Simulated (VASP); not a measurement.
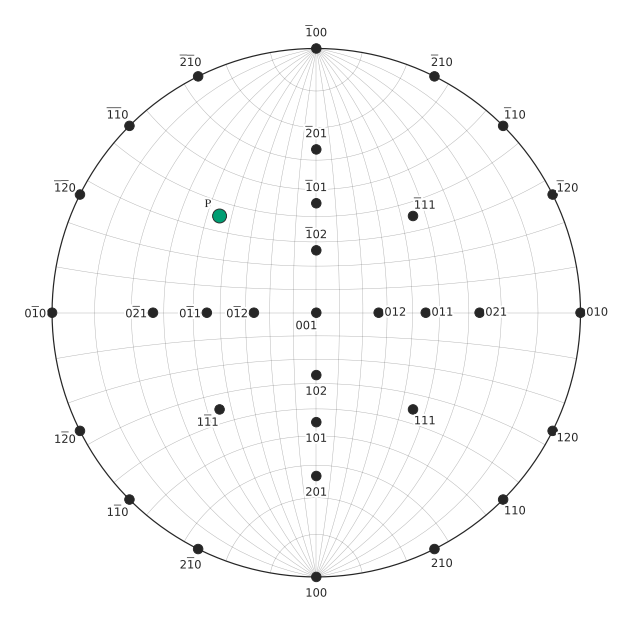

Crystal: HgSe, coordinates from a relaxation with VASP, VASP Kohn-Sham DFT of a periodic cell, PBE with TS, VASP PAW PBE potentials, recommended. Stereographic projection of plane normals (upper hemisphere) centred on (0 0 1). Geometry calculated from the standardised cell; symmetry tolerance 0.002 Å.

a = 6.185 Å, b = 6.185 Å, c = 6.185 Å, α = 90.00°, β = 90.00°, γ = 90.00°.

### Index the pole marked P.

P is (−1 −1 1), 54.7° from the centre.

### What is the angle between the normals of (1 0 1) and (−1 0 2), and what are their d_hkl = 1/|g|?

71.6°; d = 4.373 Å and 2.766 Å.
